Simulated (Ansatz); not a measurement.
The Ansatz input:

```
crystal:
  lattice:
    - [3.2183866919, 0.0, 0.0]
    - [-1.609193346, 2.7872046344, 0.0]
    - [0.0, 0.0, 5.2432255877]
  atoms:
    - { symbol: Ga, position: [0.3333333333, 0.6666666667, -0.0008633682] }
    - { symbol: Ga, position: [0.6666666667, 0.3333333333, 0.4991366318] }
    - { symbol: "N", position: [0.3333333333, 0.6666666667, 0.3758633682] }
    - { symbol: "N", position: [0.6666666667, 0.3333333333, 0.8758633682] }
basis:
  ecutwfc: 420
kpoints:
  mp_grid: { grid: [12, 12, 6] }
hamiltonian:
  xc: pbe
scf:
  occupations: { method: gaussian, width: 0.02 }
output:
  eigenvalues: true
  states_by_energy: {}
checkpoint:
  read: start.run
  write: ck
  compress: false
  write_wavefunctions: false
  write_every: 100000
```

Launched with:
```bash
ansatz run input.yaml --threads 1 --pin off --max-ram 3072MiB --backend cpu --events-out ev --progress --plain --runs-dir out
```

What does rigid-band transport give for the Seebeck coefficient?

At 300 K and 10¹⁹ cm⁻³ the Seebeck coefficient is 426 μV/K for holes and −98 μV/K for electrons; the larger size for holes shows the larger density-of-states mass of the valence band. At 300 K it goes from 624 to 83 μV/K for holes and from −260 to −9 μV/K for electrons between 10¹⁸ cm⁻³ and 10²¹ cm⁻³, so its size falls as carriers are added. At 10¹⁹ cm⁻³ the hole value goes from 426 to 574 μV/K on heating to 900 K. The largest power factor over τ is for p type at 10²¹ cm⁻³ and 900 K, about 6.6 × 10¹¹ W m⁻¹ K⁻² s⁻¹.

The bands are interpolated from a finite k mesh, so the values are approximate.

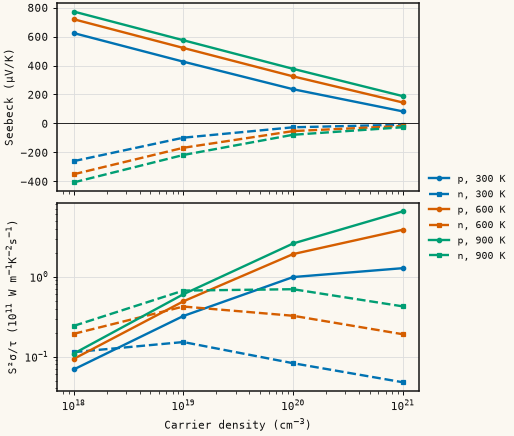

Seebeck coefficient and power factor over the relaxation time against doping (rigid bands, constant relaxation time, mean of three directions).
